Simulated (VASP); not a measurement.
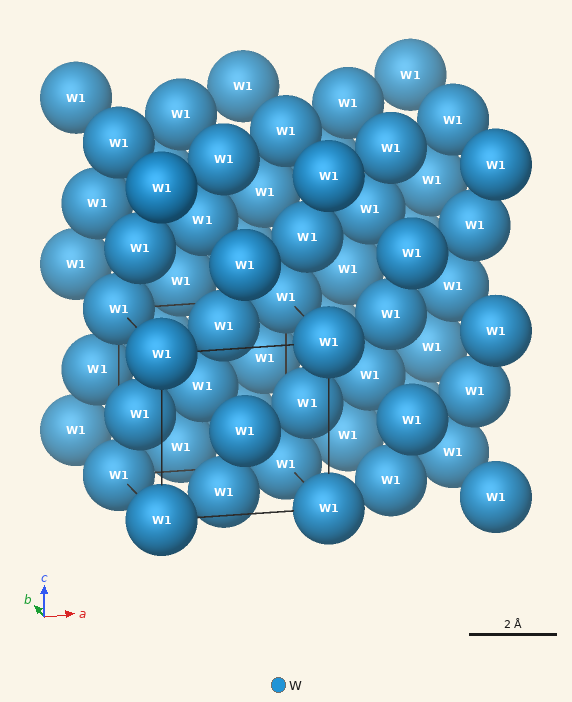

**Figure 1.** The structure (spheres-only view of the cell 4 times as large as that of the calculation, set on its symmetry axes, repeated 2 × 2 × 2, seen slightly off an axis; atoms are numbered from 1 in the order of the input).

## What a change does: single-point calculation on W

System: W (Fm-3m, 1 atom in the cell).
Method of run 1: Kohn-Sham DFT of a periodic cell, PBEsol, VASP PAW PBE potentials, recommended, no spin polarisation (VASP 6.6.1).

INCAR, run 1:
```
  PREC = Accurate
  ENCUT = 700
  EDIFF = 1E-6
  ISMEAR = 0
  SIGMA = 0.1
  LREAL = F
  LASPH = T
  NELM = 60
  ALGO = Fast
  ISIF = 2
  LWAVE = F
  LCHARG = F
  GGA = PS
  NBANDS = 13
```

KPOINTS, run 1:
```
regular mesh
0
Gamma
  18 18 18
```

POSCAR, run 1:
```
W
1.0
    0.0000000000      2.0006300000      2.0006300000
    2.0006300000      0.0000000000      2.0006300000
    2.0006300000      2.0006300000      0.0000000000
W
1
Direct
    0.0000000000      0.0000000000      0.0000000000
```

Launched with:
```bash
cat potpaw_PBE.64/W_sv/POTCAR > POTCAR
mpirun -np 1 vasp_std > vasp.out
```

Hardware: 1 thread of Intel Xeon @ 2.90GHz (Ice Lake), 360 GiB of memory available, shared host.

OSZICAR and lines of OUTCAR (run 1):
```
N       E                     dE             d eps       ncg     rms          rms(c)
DAV:   1     0.977953323629E+02    0.97795E+02   -0.87544E+03  5070   0.149E+03
DAV:   2    -0.119161224082E+02   -0.10971E+03   -0.10588E+03  5675   0.363E+02
DAV:   3    -0.139723709065E+02   -0.20562E+01   -0.20441E+01  5530   0.452E+01
DAV:   4    -0.139818027394E+02   -0.94318E-02   -0.94304E-02  5720   0.343E+00
DAV:   5    -0.139818829939E+02   -0.80255E-04   -0.80254E-04  5685   0.302E-01    0.206E+01
RMM:   6    -0.134524971171E+02    0.52939E+00   -0.41571E-01  5503   0.592E+00    0.849E+00
RMM:   7    -0.133172805789E+02    0.13522E+00   -0.27868E-01  5543   0.482E+00    0.689E-01
RMM:   8    -0.133134301366E+02    0.38504E-02   -0.10960E-02  6237   0.116E+00    0.205E-01
RMM:   9    -0.133133215767E+02    0.10856E-03   -0.16034E-03  6137   0.482E-01    0.237E-02
RMM:  10    -0.133133316219E+02   -0.10045E-04   -0.20664E-04  6515   0.178E-01    0.879E-03
RMM:  11    -0.133133268153E+02    0.48066E-05   -0.48767E-05  6424   0.846E-02    0.561E-03
RMM:  12    -0.133133279887E+02   -0.11734E-05   -0.11709E-05  5661   0.413E-02    0.134E-03
RMM:  13    -0.133133279084E+02    0.80278E-07   -0.22357E-06  4515   0.179E-02
   1 F= -.13313328E+02 E0= -.13310059E+02  d E =-.653842E-02
[... from OUTCAR:]
  free energy    TOTEN  =       -13.31332791 eV
  energy without entropy =      -13.30678948  energy(sigma->0) =      -13.31005870
 E-fermi :  10.6414     XC(G=0): -13.6932     alpha+bet :-18.0371
  free  energy   TOTEN  =       -13.3133279084 eV
  energy  without entropy=      -13.3067894850  energy(sigma->0) =      -13.31005870
```

The input of run 2 differs as follows (lines with − go, lines with + come):
```diff
-  ENCUT = 700
+  ENCUT = 520
-  ALGO = Fast
+  ALGO = Normal
-  GGA = PS
+  METAGGA = R2SCAN
+  LMIXTAU = T
```

How does run 2 compare with run 1?

The total energies belong to different methods, so their difference says nothing on which is more stable or more accurate. The pressure goes from 0.01 to 4.86 GPa. The functional changes from PBEsol to R2SCAN. The SCF takes 16 iterations against 13. The plane waves at Γ go from 692.0 to 444.0. On the same kind of shared host run 2 took about 2.9 times as long.

OSZICAR and lines of OUTCAR (run 2):
```
N       E                     dE             d eps       ncg     rms          rms(c)
DAV:   1     0.456929554068E+02    0.45693E+02   -0.76774E+03  5091   0.125E+03
DAV:   2    -0.533229956518E+02   -0.99016E+02   -0.95077E+02  5690   0.326E+02
DAV:   3    -0.550863700298E+02   -0.17634E+01   -0.17507E+01  5615   0.420E+01
DAV:   4    -0.550940652271E+02   -0.76952E-02   -0.76949E-02  5700   0.303E+00
DAV:   5    -0.550941312576E+02   -0.66030E-04   -0.66031E-04  5710   0.267E-01    0.216E+01
DAV:   6    -0.502966906871E+02    0.47974E+01   -0.17751E+00  5335   0.185E+01    0.439E+00
DAV:   7    -0.509409309298E+02   -0.64424E+00   -0.15320E-01  5150   0.451E+00    0.275E+00
DAV:   8    -0.505151343781E+02    0.42580E+00   -0.27350E-01  5175   0.729E+00    0.265E+00
DAV:   9    -0.507670301137E+02   -0.25190E+00   -0.56478E-02  5340   0.266E+00    0.133E+00
DAV:  10    -0.507937426871E+02   -0.26713E-01   -0.74385E-03  5220   0.102E+00    0.652E-01
DAV:  11    -0.507966621883E+02   -0.29195E-02   -0.23491E-03  5455   0.625E-01    0.662E-02
DAV:  12    -0.507966002239E+02    0.61964E-04   -0.19898E-04  5210   0.173E-01    0.452E-02
DAV:  13    -0.507966762186E+02   -0.75995E-04   -0.60136E-05  5170   0.920E-02    0.258E-02
DAV:  14    -0.507966619140E+02    0.14305E-04   -0.66554E-06  5520   0.320E-02    0.202E-02
DAV:  15    -0.507966604588E+02    0.14552E-05   -0.45503E-06  5440   0.281E-02    0.112E-02
DAV:  16    -0.507966600051E+02    0.45369E-06   -0.52360E-06  5395   0.282E-02
   1 F= -.50796660E+02 E0= -.50793926E+02  d E =-.546750E-02
[... from OUTCAR:]
  free energy    TOTEN  =       -50.79666001 eV
  energy without entropy =      -50.79119250  energy(sigma->0) =      -50.79392625
 E-fermi :  10.6698     XC(G=0): -14.8859     alpha+bet :-18.0371
  free  energy   TOTEN  =       -50.7966600051 eV
  energy  without entropy=      -50.7911925044  energy(sigma->0) =      -50.79392625
```

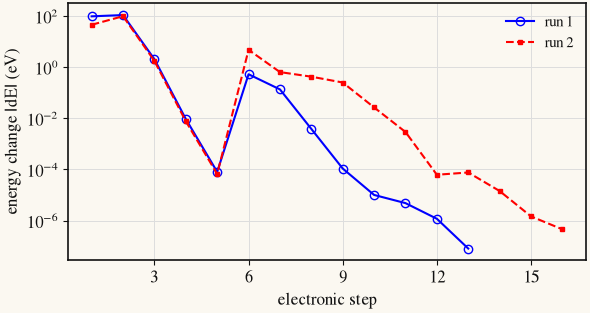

**Figure 2.** Convergence of the two runs: energy change |dE| against the electronic step. Run 1 takes 13 steps in all, and run 2 takes 16.

The two runs side by side:

| quantity | run 1 | run 2 |
| --- | --- | --- |
| outcome | converged | converged |
| free energy per atom (eV) | −13.3133 | −50.7967 |
| energy per atom, smearing taken to zero (eV) | −13.3101 | −50.7939 |
| gap on the mesh (eV) | 0.00 | 0.00 |
| pressure (GPa) | 0.01 | 4.86 |
| largest force (eV/Å) | 0.000 | 0.000 |
| SCF iterations | 13 | 16 |
| irreducible k-points | 195 | 195 |
| plane waves at Γ | 692 | 444 |

For both runs: Spin–orbit coupling is left out, which matters for W.
